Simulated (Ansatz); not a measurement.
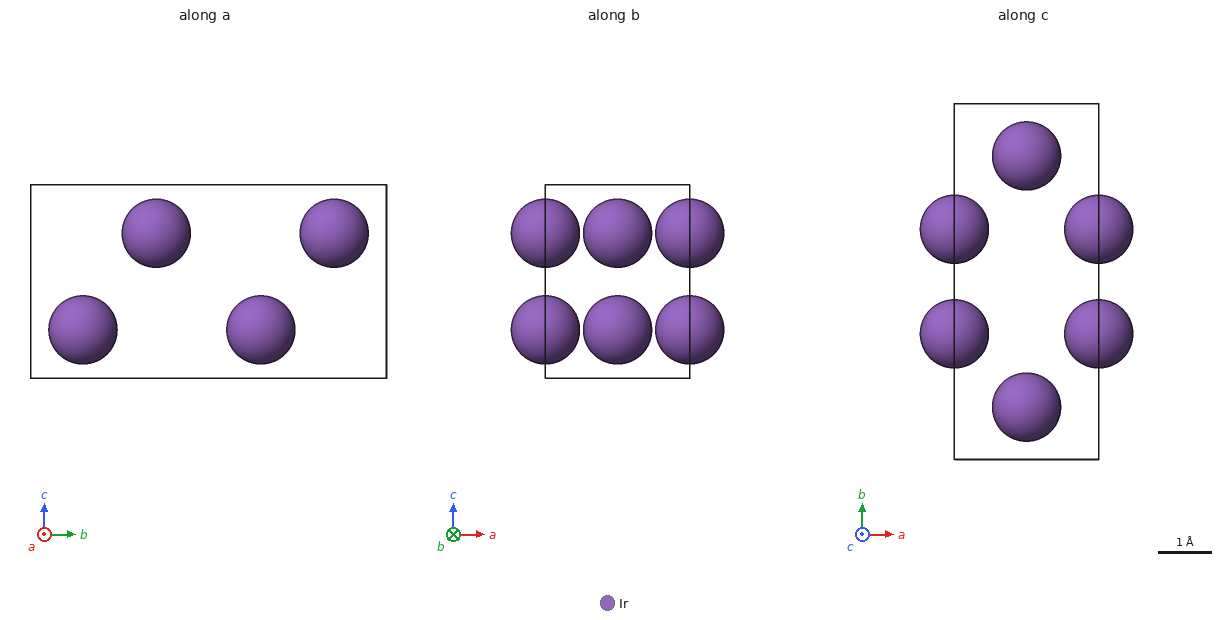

View along the a axis, along the b axis and along the c axis, drawn as a spheres-only model. Lines trace the edges of the conventional unit cell.

Lattice parameters: a = 2.726 Å, b = 6.723 Å, c = 3.652 Å, α = 90.00°, β = 90.00°, γ = 90.00°. Put a along x and b in the xy plane.

Reconstruct the structure as a POSCAR file, with free fractional coordinates to two decimals.

```
Ir
1.0
     2.726    0.000    0.000
     0.000    6.723    0.000
     0.000    0.000    3.652
Ir
4
Direct
  0.50 0.15 0.25
  0.00 0.35 0.75
  0.00 0.65 0.25
  0.50 0.85 0.75
```

The model was built from a structure type filled with this element by a generator (whether the element takes this form wasn't checked). Earlier steps of the study may have refined or changed the cell and positions. It went into a calculation with Ansatz.

At this level of theory the cell isn't at rest (stretched, at -20 GPa), so its distances can differ from those at equilibrium, the more so the softer the solid.
